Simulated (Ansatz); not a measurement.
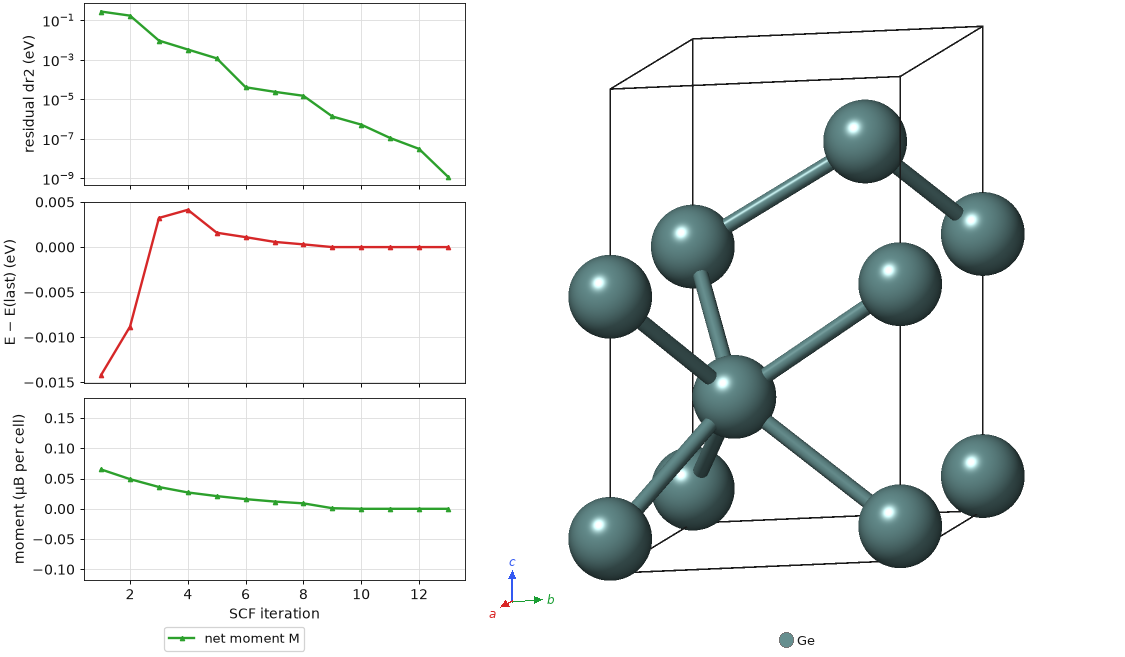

Beside the plot: the structure.

The plot shows the SCF iterations of a calculation: density residual dr2, Harris–Foulkes energy less its last value, magnetic moments. dr2 is the charge part; the magnetisation has a residual of its own.

Ge (4 atoms in the cell), run with Ansatz.

```
crystal:
  lattice:
    - [3.7970528728, 0.0, 0.0]
    - [-1.8985264364, 3.2883442473, 0.0]
    - [0.0, 0.0, 6.2493425316]
  atoms:
    - { symbol: Ge, position: [0.0, 0.0, 0.07115], spin: 0.2 }
    - { symbol: Ge, position: [0.0, 0.0, 0.57115], spin: 0.2 }
    - { symbol: Ge, position: [0.254324689, 0.6666666667, 0.7971474751], spin: 0.2 }
    - { symbol: Ge, position: [0.6666666667, 0.3333333333, 0.32115], spin: 0.2 }
basis:
  ecutwfc: 420
kpoints:
  mp_grid: { grid: [12, 12, 8] }
hamiltonian:
  xc: pbesol
  dispersion: d3bjatm
scf:
  occupations: { method: gaussian, width: 0.15 }
output:
  forces: true
  eigenvalues: true
  stress: true
magnetization:
  spin_polarized: true
```

Command:
```bash
ansatz run input.yaml --threads 2 --pin off --max-ram 5120MiB --backend cpu --events-out ev --progress --plain --runs-dir out
```

Q: Was self-consistency reached?

A: It was still iterating, at step 13, when the time limit ended it. The residual is still falling at the last step (down to 1.2 × 10⁻⁹). The program keeps the magnetisation out of the quasi-Newton mixer until iteration 7 and then restarts the mixer with it.

Q: Read the residual at the first and at the last step drawn.

A: It starts near 0.3 and ends near 10⁻⁹ eV.

Q: What happens to the magnetisation?

A: The net moment goes from 0.07 to 0.00 μB per cell, though in an unconverged run this needn't be final.
